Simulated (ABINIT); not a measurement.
# CaO (Fm-3m): how ε∞ follows the gap

The empty bands of CaO (Fm-3m) are shifted up rigidly by Δ, and ε∞ is computed for each shift.

Cell: a, b, c = 3.403, 3.403, 3.403 Å (primitive vectors), 2 atoms.

Method: ABINIT 10.8.3, PBE, independent particles, k-mesh 12×12×12, Lorentzian half width 0.04 eV.

Launch of the response step: `optic optic.abi`. The series took 38 s in all, its band step included, on 4 threads of Arm Neoverse V2 (shared host).

| Δ (eV) | ε∞ |
| --- | --- |
| 0.00 | 3.821 |
| 0.40 | ? |
| 0.80 | 3.580 |
| 1.20 | 3.477 |
| 1.60 | 3.383 |
| 2.00 | 3.297 |

With one effective transition at E₀ and fixed dipole strength, ε∞ − 1 = A/(E₀ + Δ), so 1/(ε∞ − 1) is linear in Δ.

Working, on the rows shown:

| x = Δ (eV) | y = 1/(ε∞ − 1) |
| --- | --- |
| 0 | 0.354484 |
| 0.8 | 0.387597 |
| 1.2 | 0.403714 |
| 1.6 | 0.419639 |
| 2 | 0.43535 |

Means: x̄ = 1.12, ȳ = 0.40016. Σ(x − x̄)(y − ȳ) = 0.09578, Σ(x − x̄)² = 2.368. Slope = 0.09578 / 2.368 = 0.04045; intercept = ȳ − slope · x̄ = 0.35486. Turned back into ε∞, the line misses the rows shown by at most 0.003.

Q: What does the fit predict for the withheld row, and how well does it do?

A: At x = 0.4 the line gives y = 0.37103, that is 3.695. The run gave 3.694, so the interpolation is off by 0.0012, 0.2 % of the range in the table.

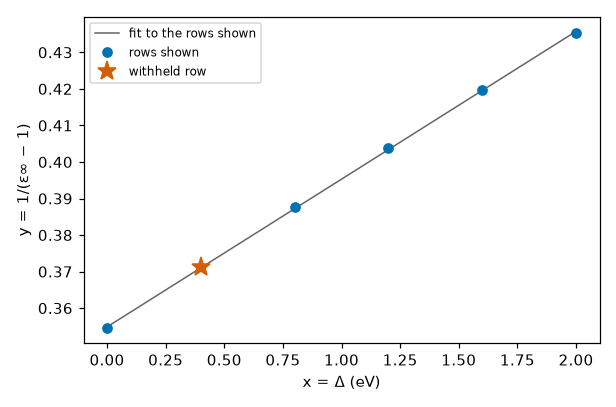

Refitted with all rows, the slope is 0.04041 and the intercept 0.35492. These give E₀ = intercept/slope = 8.8 eV, far above the least direct gap of 4.04 eV: most of the screening comes from transitions well over the edge. Over the first step ε∞ falls by 8 % per eV. Excitons are left out and so are local fields; PBE gaps are as a rule too small. The values come from a sum over the points of one k-mesh and carry its error, which grows as the direct gap shrinks.
